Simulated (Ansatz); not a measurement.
**Cd₃O: density, localisation and related maps**

The calculation's input:

```
crystal:
  lattice:
    - [5.2609933225, 0.0, 0.0]
    - [-2.6304966612, 4.5561538664, 0.0]
    - [0.0, 0.0, 6.4082862273]
  atoms:
    - { symbol: Cd, position: [0.6541128559, 0.0, 0.75] }
    - { symbol: Cd, position: [0.3458871441, 0.3458871441, 0.75] }
    - { symbol: Cd, position: [0.0, 0.3458871441, 0.25] }
    - { symbol: Cd, position: [0.3458871441, 0.0, 0.25] }
    - { symbol: Cd, position: [0.6541128559, 0.6541128559, 0.25] }
    - { symbol: Cd, position: [0.0, 0.6541128559, 0.75] }
    - { symbol: O, position: [0.0, 0.0, 0.0] }
    - { symbol: O, position: [0.0, 0.0, 0.5] }
basis:
  ecutwfc: 420
kpoints:
  mp_grid: { grid: [6, 6, 6] }
hamiltonian:
  xc: pbe
scf:
  occupations: { method: gaussian, width: 0.1 }
output:
  forces: true
  stress: true
  eigenvalues: true
  write_density: true
  write_potential: true
  elf: true
  volumetric_format: npy
relax:
  adjacent_minimum: "off"
  f_tol: 0.01
  max_steps: 80
  cell: { stress_tol: 0.05 }
```

Run with:

```sh
ansatz run input.yaml --threads 1 --pin off --max-ram 2560MiB --backend cpu --events-out ev --progress --plain --runs-dir out
```

Below, planes, directions and counts refer to the conventional cell (a = 5.29 Å, b = 5.29 Å, c = 6.28 Å, α = 90.00°, β = 90.00°, γ = 120.00°).

The fields are those of the run's last geometry, not of the input's.

Space group P6₃/mcm; a generated structure, not necessarily the stable one.

Computed with DFT PBE, scalar-relativistic, plane waves, PAW in Ansatz.

Core electrons are frozen (PAW), and the valence fields are smoothed inside the atomic spheres.

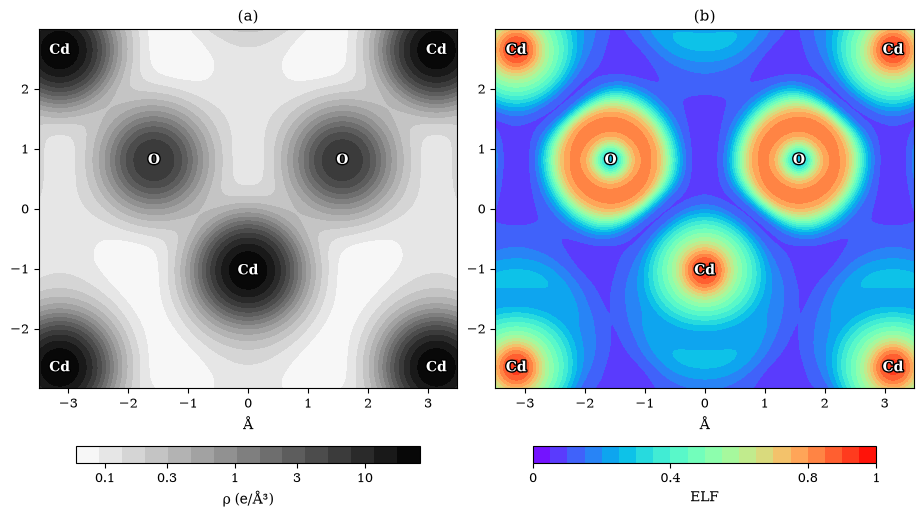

Figure 1. (a) valence electron density; (b) electron localisation function on the (11̄0) plane of the conventional cell.

Describe what can be read from this map.

Answer. Atoms in the plane: Cd and O.
Cd–O (2.42 Å): the density is about 0.31 e/Å³ at the midpoint; the ELF is about 0.10 at the midpoint; no shared electron pair shows on this line.
Between the atoms the lowest density in this plane is 0.06 e/Å³.
The features right at Cd lie inside the PAW spheres, where the map follows smoothed inner orbitals and isn't to be read closely.

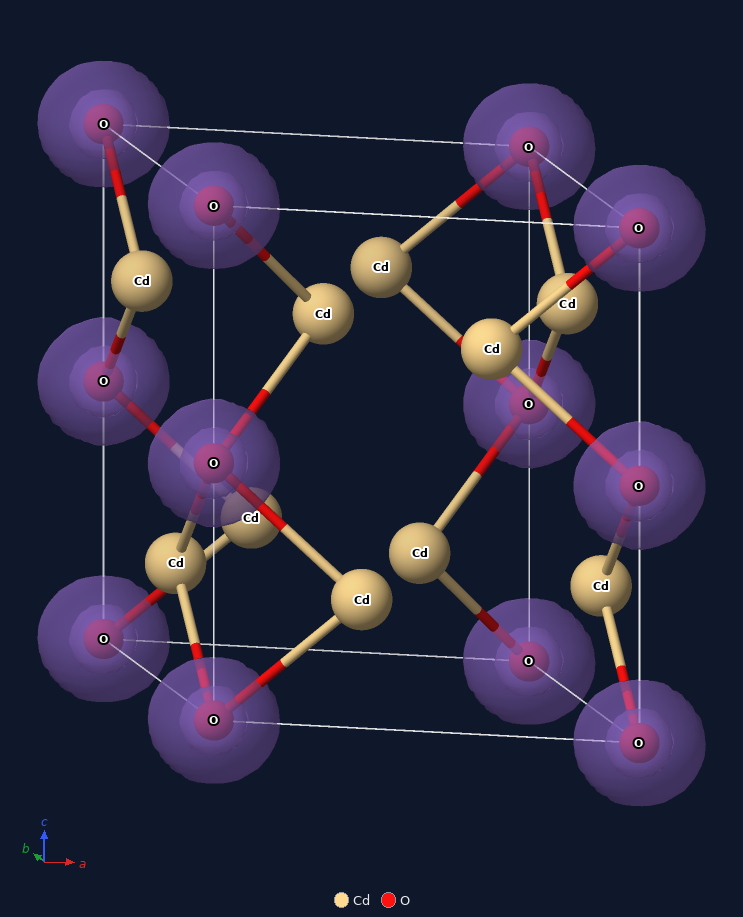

Figure 2. Isosurface of the ELF at 0.75 (purple), seen slightly off an axis. Core shells and regions of very low density are left out. Sticks mark near contacts.

Where are the electrons localised?

Answer. At this value the surface marks out two regions wrapped around O (the valence shell of each), counted in one cell of 8 atoms. Any copies at cell faces, edges or corners count once.

Metal or insulator at this level of theory?

Answer. It is gapless in this calculation (a metal or semimetal).
